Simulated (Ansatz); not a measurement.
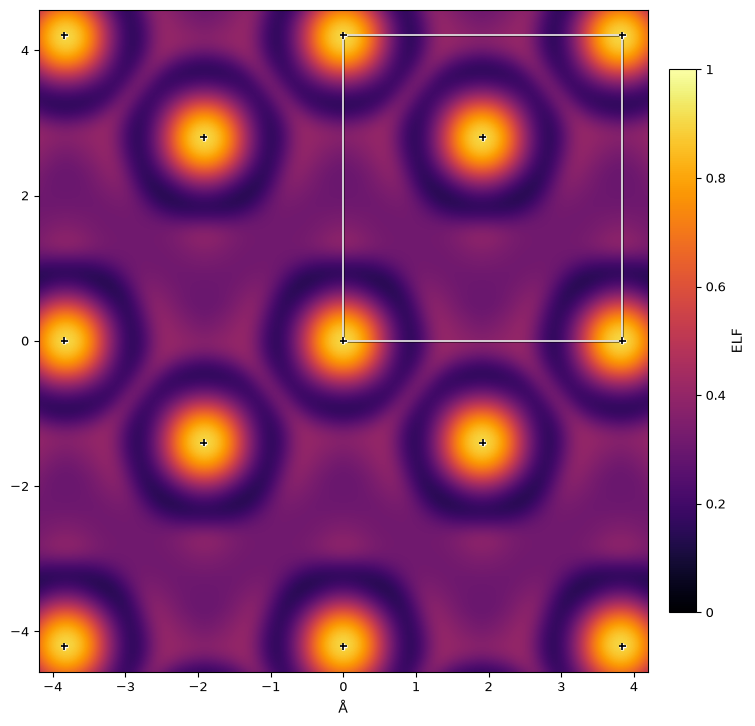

The electron localisation function on a plane through atoms (crosses mark nuclei in the plane).

Computed with DFT PBEsol, scalar-relativistic, plane waves, PAW in Ansatz 0.2.0.

Candidates:
A. Zr2N, a = 5.37 Å, b = 5.37 Å, c = 3.27 Å, α = 90.00°, β = 90.00°, γ = 90.00°. Space group Pnnm; a structure from a database of computed crystals, not necessarily the ambient phase.
B. Ru, a = 4.25 Å, b = 4.66 Å, c = 4.66 Å, α = 120.00°, β = 90.00°, γ = 90.00°. Space group P6₃/mmc; a structure from a database of computed crystals, not necessarily the ambient phase; computed without spin polarisation.
C. Fe, a = 3.84 Å, b = 4.21 Å, c = 4.21 Å, α = 120.00°, β = 90.00°, γ = 90.00°. Space group P6₃/mmc; a structure from a database of computed crystals, not necessarily the ambient phase; the program warned that a starting moment wasn't kept; spin-polarised, but the moments vanished.

> Which candidate gave the map?

Candidate C: Fe on the (001) plane of the calculation cell, which holds Fe. Fe–Fe (2.38 Å): the ELF is about 0.30 at the midpoint.
